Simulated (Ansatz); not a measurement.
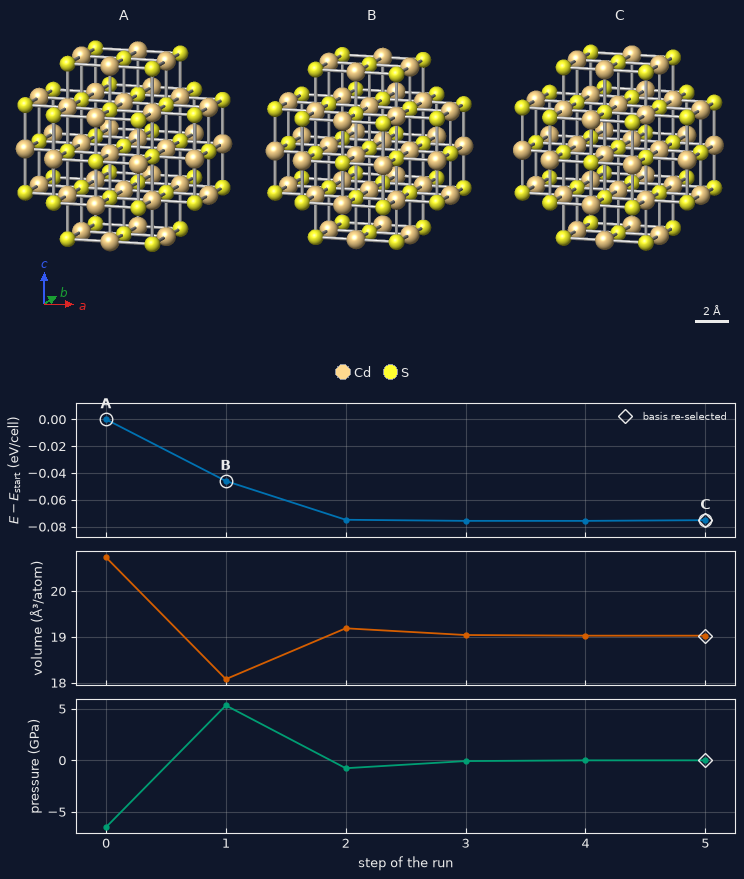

Frames of a relaxation of a crystal of CdS (built on the rocksalt type), marked on the history of the run. A ball-and-stick model of the conventional cell (4 times the calculation's cell), seen slightly off an axis. Lengths and directions refer to the drawn axes.

Computed with Ansatz, DFT, LDA, plane waves, PAW. (plane-wave cutoff 420 eV; k-point mesh 8 × 8 × 8; occupations fermi dirac; smearing width 0.02 eV; no spin polarisation; cell and atoms relaxed; force threshold 0.005 eV/Å)

**Describe the path.**

The atoms keep their places relative to the cell (all moves are under 0.005 Å). Cell: a = b = c 5.495 → 5.339 Å (−2.8 %). Volume −8.2 %. Among the contacts that change: Cd–S 2.747 → 2.670 Å. The space group stays Fm-3m (No. 225). Over 4 accepted moves (5 points after the start) the energy falls by 75.1 meV per cell of the calculation. All forces vanish by symmetry, so only the cell relaxes. Pressure: −6.49 GPa at the start and 0.00 GPa at the end. At 1 point the geometry stayed and the basis and grid were re-selected for the new cell (energy shift of 0.5 meV per cell of the calculation at most each time). Cost: 3.9 s on 2 threads of Arm Neoverse V1 (shared host), peak memory 0.3 GiB. From step 0 to 1: volume −12.8 %, energy −45.9 meV per cell of the calculation. From step 1 to 5: volume +5.2 %, energy −29.2 meV per cell of the calculation.

| step | E − E(0), meV/atom | pressure, GPa | volume, Å³/atom | note |
| --- | --- | --- | --- | --- |
| 0 | 0.00 | -6.49 | 20.736 |  |
| 1 | -22.95 | 5.33 | 18.081 |  |
| 2 | -37.39 | -0.76 | 19.188 |  |
| 3 | -37.80 | -0.07 | 19.042 |  |
| 4 | -37.80 | 0.00 | 19.028 |  |
| 5 | -37.54 | 0.00 | 19.028 | same geometry, new basis |
